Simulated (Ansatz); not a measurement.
**As2H (slab): density, localisation and related maps**

The calculation's input:

```
crystal:
  lattice:
    - [3.5713387681, 0.0, 0.0]
    - [-1.7856693841, 3.0928700987, 0.0]
    - [0.0, 0.0, 18.3976402524]
  atoms:
    - { symbol: As, position: [0.3333333333, 0.6666666667, 0.2933876398] }
    - { symbol: As, position: [0.6666666667, 0.3333333333, 0.2174191877] }
    - { symbol: H, position: [0.8333333333, 0.6666666667, 0.3037150513], spin: 1.0 }
basis:
  ecutwfc: 420
kpoints:
  mp_grid: { grid: [9, 9, 1] }
hamiltonian:
  xc: pbe
  dispersion: d3bj
scf:
  occupations: { method: gaussian, width: 0.05 }
output:
  forces: true
  eigenvalues: true
  populations: true
  write_density: true
  write_potential: true
  elf: true
  volumetric_format: npy
magnetization:
  spin_polarized: true
efield:
  axis: 3
  dipole_correction: true
  ramp_width: 0.04
```

Run with:

```sh
ansatz run input.yaml --threads 1 --pin off --max-ram 3072MiB --backend cpu --events-out ev --progress --plain --runs-dir out
```

Not relaxed (largest force 1.6 eV/Å); the program warned that a starting moment wasn't kept; spin-polarised, but the moments vanished.

Computed with Ansatz, DFT PBE+D3(BJ), scalar-relativistic, plane waves, PAW.

In a PAW calculation such maps are meaningful between the atoms, not at the nuclei.

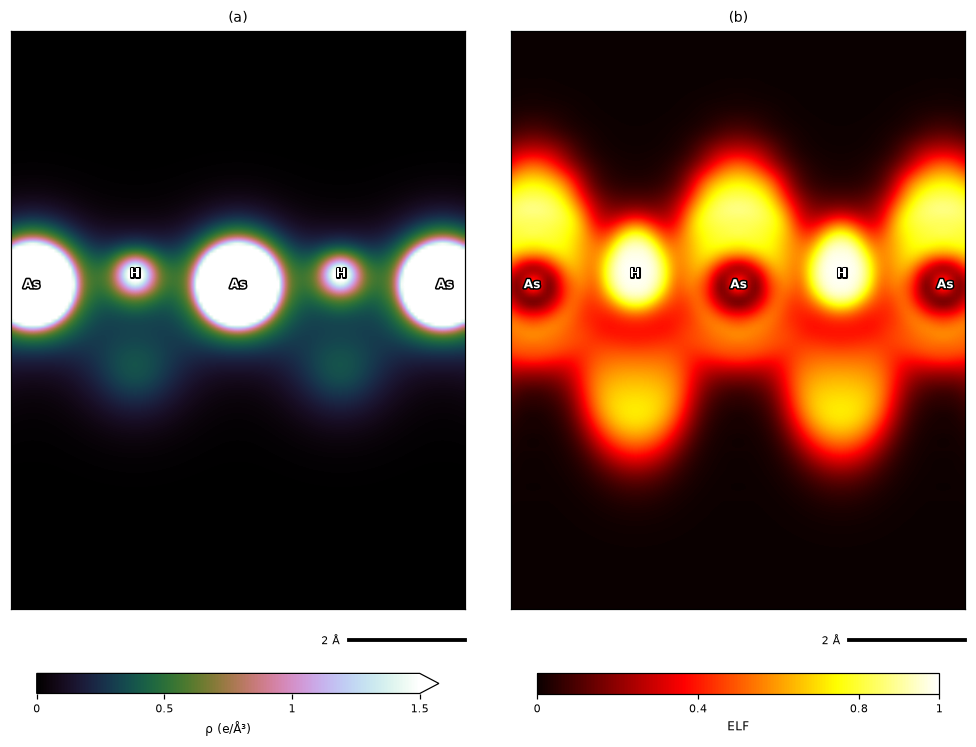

Figure 1. (a) valence charge density (pseudo); (b) electron localisation function on the (010) plane of the calculation cell, a cut from vacuum to vacuum.

> What do the fields say about this system?

Atoms in the plane: As and H.
As–H (1.80 Å): the density is about 0.7 e/Å³ at the midpoint; the ELF climbs to about 1 towards the hydrogen, as it does in any bond to H.
The density dies away to nearly zero in the vacuum.

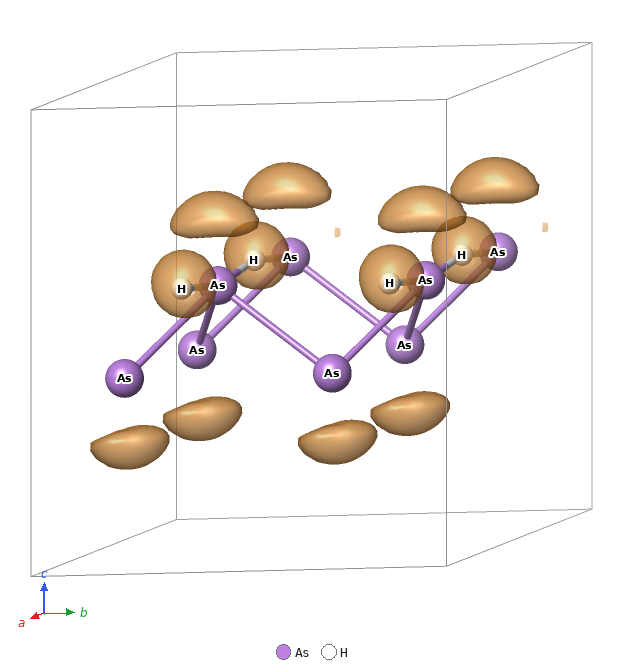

Figure 2. Isosurface of the electron localisation function at 0.8 (orange), seen slightly off an axis. Core shells and regions of very low density are left out. Sticks mark near contacts.

> What do the ELF domains correspond to?

The surface consists of one region around a hydrogen nucleus and two lobes on As, pointing away from the bonds (lone pairs), counted in one cell of 3 atoms. Counts are for one cell; the picture repeats the cell along the surface.


 As–As (2.49 Å): the ELF peaks at about 0.60 between the atoms.

> Does the calculation give a band gap?

It is metallic or semimetallic at this level of theory: no gap opens.
